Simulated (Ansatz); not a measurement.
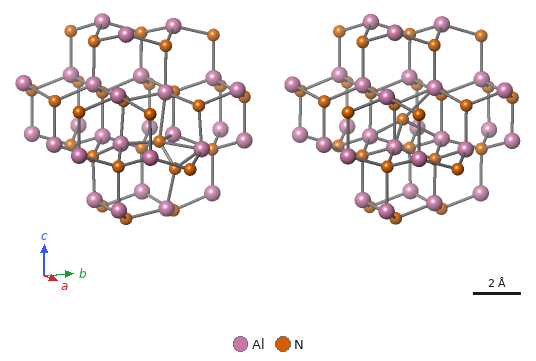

Two geometries of a defect cell of composition Al₄₈N₄₉, drawn at one scale. One is the start of a relaxation, the other its converged end. A ball-and-stick model of the atoms within 5.0 Å of the atom that moves most (axes of the cell of the calculation (origin shifted)), seen slightly off an axis.

Theory: DFT, PBEsol, PAW, plane waves (Ansatz). Set-up: plane-wave cutoff 420 eV; k-point mesh 1 × 1 × 1; mesh shifted by (0.25, 0.25, 0.25); collinear spin; atoms relaxed in a fixed cell; force threshold 0.03 eV/Å; at most 80 steps.

**Which of the two is the end point?**

The left one is the relaxed one. After 21 geometry steps the energy has fallen by 5.452 eV per cell of the calculation. The largest force component goes from 2.5 to 0.03 eV/Å. The largest move is that of an N atom, 1.67 Å along [2 1 −1]. By element the largest moves are N 1.67 Å, Al 0.28 Å. The cell stays as it was. Among the contacts that change: Al–N 3.721 → 2.342 Å, Al–N 2.027 → 3.277 Å, N–N 2.381 → 1.375 Å, Al–N 1.956 → 2.623 Å. New bonds form: Al–N (3.72 → 2.34 Å), N–N (2.38 → 1.38 Å). Bonds break: Al–N (1.88 → 2.49 Å), Al–N (1.96 → 2.62 Å), Al–N (2.03 → 3.28 Å). Bond angles that change, for instance: N–Al–N 169.8° → 115.8°, N–Al–N 168.3° → 119.0°, N–Al–N 131.1° → 172.3°. The program noted that the starting moments weren't kept.
